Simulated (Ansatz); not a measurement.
AlN. A set of calculations on one system.

Space group P6_3mc; the calculation finds a residual pressure of about 4 GPa at this fixed cell.

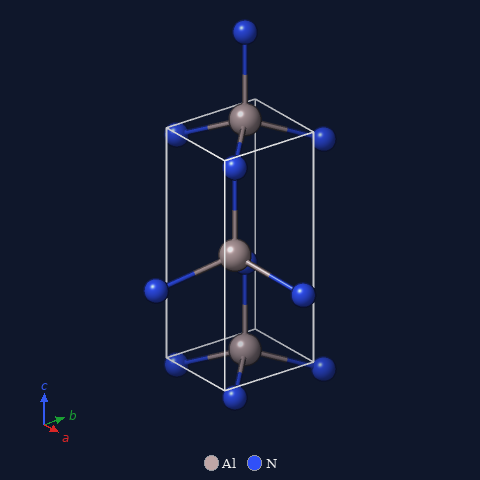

The conventional cell.

```xyz
4
Lattice="3.1130 0.0000 0.0000 -1.5565 2.6959 0.0000 0.0000 0.0000 4.9810" Properties=species:S:1:pos:R:3 pbc="T T T"
Al    0.0000    1.7973    0.0000
Al    1.5565    0.8986    2.4905
N     0.0000    1.7973    1.8928
N     1.5565    0.8986    4.3833
```

Level of theory: Ansatz 0.2.0, DFT PBE, scalar-relativistic, plane waves, PAW.

Core electrons are frozen (PAW), so the maps are meaningful between the atoms, not at the nuclei.

## 1. Bonding charge

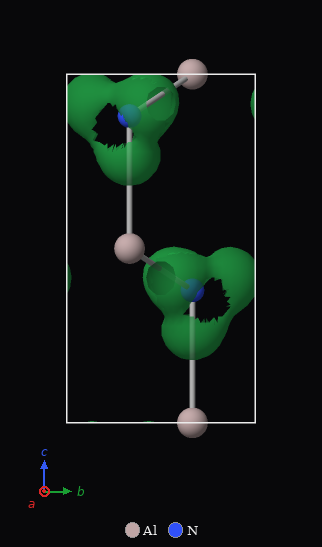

*Deformation density (self-consistent density less superposed neutral spherical atoms): green surfaces at +0.15, none at −0.15 e/Å³, in the conventional cell seen along the a axis (the regions close to the nuclei are left out). Cores are masked to 0.8 Å (Al) and 0.6 Å (N).*

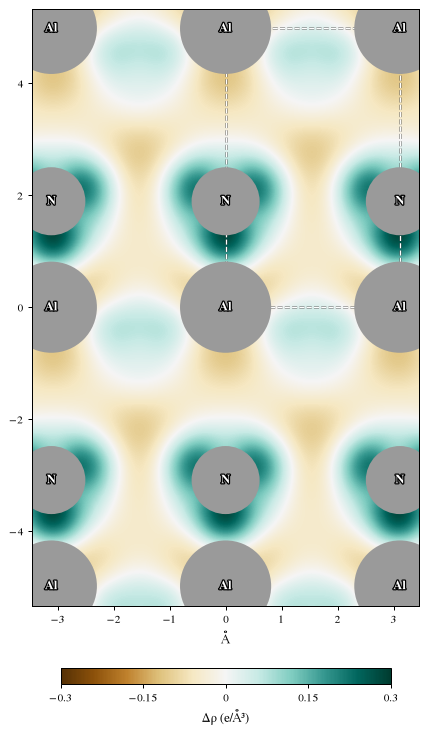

Second picture: a map on the (010) plane of the conventional cell, with grey discs over the atomic cores.

**Read the map: where is density gained and where lost?**

Al–N (1.89 Å): Δρ is +0.18 e/Å³ at the midpoint (close to a masked core, so read it with care).
- Over the whole cell, outside the masked cores, the largest gain lies at the edge of the masked core of N, and the largest loss lies at the edge of the masked core of Al.
- The rearranged charge, half the integral of |Δρ|, is about 0.33 e an atom.
- Bader charges: Al +2.44 and N −2.44 e.

## 2. Change of volume

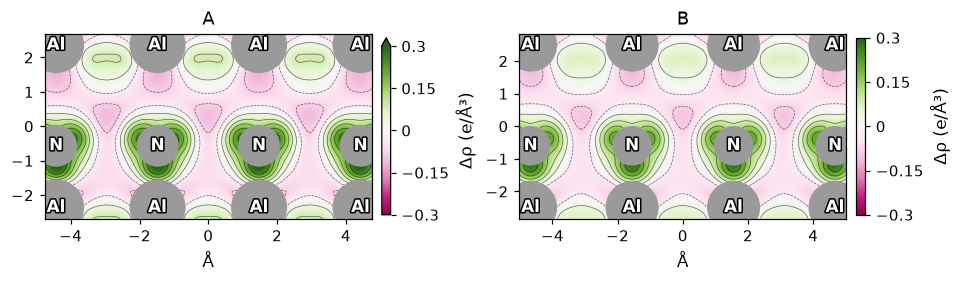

AlN: deformation density on the (100) plane of the conventional cell at two volumes, with the same fractional coordinates and one colour scale. Grey discs cover the cores.

**How do the two volumes compare, and how does the bonding charge respond?**

B is the larger cell: A has 85 % of the volume of B.
- The pressure is 4 GPa in B and 50 GPa in A.
- Bader charges in B: Al +2.44 and N −2.44 e; in A: Al +2.47 and N −2.47 e.
- The rearranged charge is 0.33 e an atom in B and 0.34 e in A.

## 3. Moving an atom

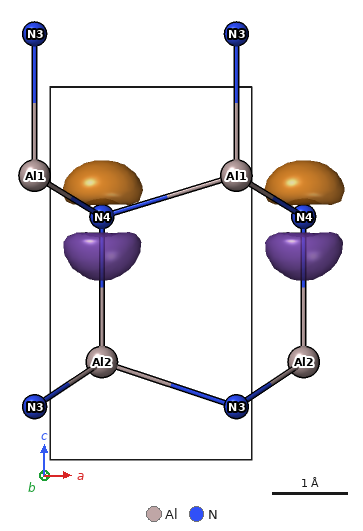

AlN: one atom of the 4-atom cell (and its periodic copies) was moved a little. Density after less density before, orange at +0.15 and purple at −0.15 e/Å³, seen along the b axis; cell a = 3.11 Å, b = 3.11 Å, c = 4.98 Å, α = 90.00°, β = 90.00°, γ = 120.00°. The lobes lie largely inside the PAW sphere, where the density is a smoothed one.

**Find the displaced atom and its direction.**

N4 moved towards the orange lobe, upwards in the picture. In the run the shift was 0.05 Å along [0 0 1] in the axes of the cell drawn.

**How much does the computed force on the atom change?**

The force on it changes by 0.93 eV/Å along the move, against it: a stiffness of about 19 eV/Å² for this sublattice shift.

## 4. Putting it together

Charge passes from Al (Pauling electronegativity 1.61) to N (3.04), the direction that the scale predicts; the Bader charges fall short of whole formal charges, as they usually do. The two pressures give a mean stiffness −ΔP/Δln V of about 283 GPa over this range, with the atoms held at their fractional positions.

Run times: 52 s (base cell), 50 s (scaled cell) and 50 s (moved atom), on 1 thread of Intel(R) Xeon(R) Platinum 8559C (Emerald Rapids) (shared host).
